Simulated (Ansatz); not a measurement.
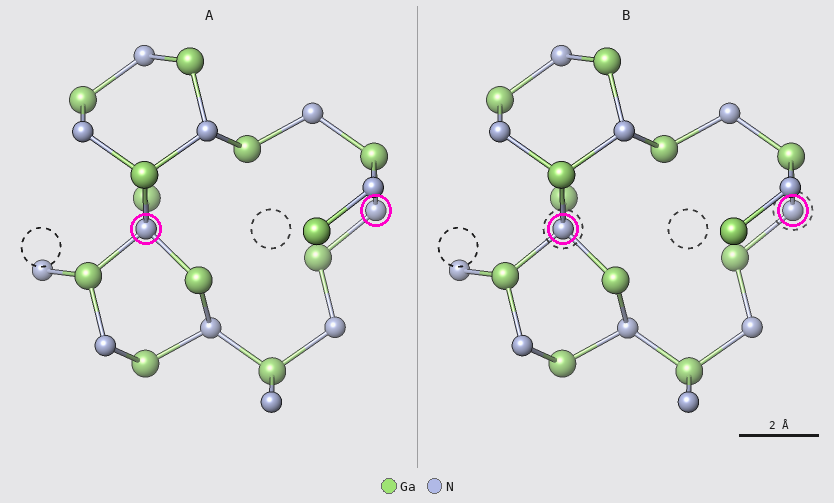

A vacancy jump of nitrogen in GaN (P6_3mc phase), in a cell of charge +3 (on a uniform background) with 15 atoms, whose images lie 6.1 Å apart. One frame is the relaxed vacancy; in the other the neighbouring N atom (ringed) was set half-way along its jump of 3.18 Å and all atoms were relaxed in the symmetry of that start. Dashed circles mark empty sites. Style: ball-and-stick. Shown: the slice 3.8 Å thick through the jump, out to 4.8 Å from its middle, across the jump.

All numbers below come from Ansatz 0.2.0, DFT PBEsol, scalar-relativistic, plane waves, PAW. Settings: plane-wave cutoff 420 eV; k-point mesh 4 × 4 × 4; occupations gaussian; smearing width 0.05 eV; no spin polarisation; atoms relaxed in a fixed cell; force threshold 0.02 eV/Å.

What does the half-way point cost?

Answer. Frame B is the half-way start after relaxation. It lies 0.00 eV below the relaxed vacancy. The atom slides 0.50 of the jump length along the path, so the half-way point isn't stationary and this energy isn't the barrier. There it has 4 Ga as nearest neighbours, the closest at 1.90 Å. The gap on the mesh is 0.11 eV with the relaxed vacancy and 0.10 eV half-way.

Limits of the set-up: the periodic images lie only 6.1 Å apart, so the values are limited by the cell's size; the cell is charged, on a uniform background, and energies carry no finite-size correction.
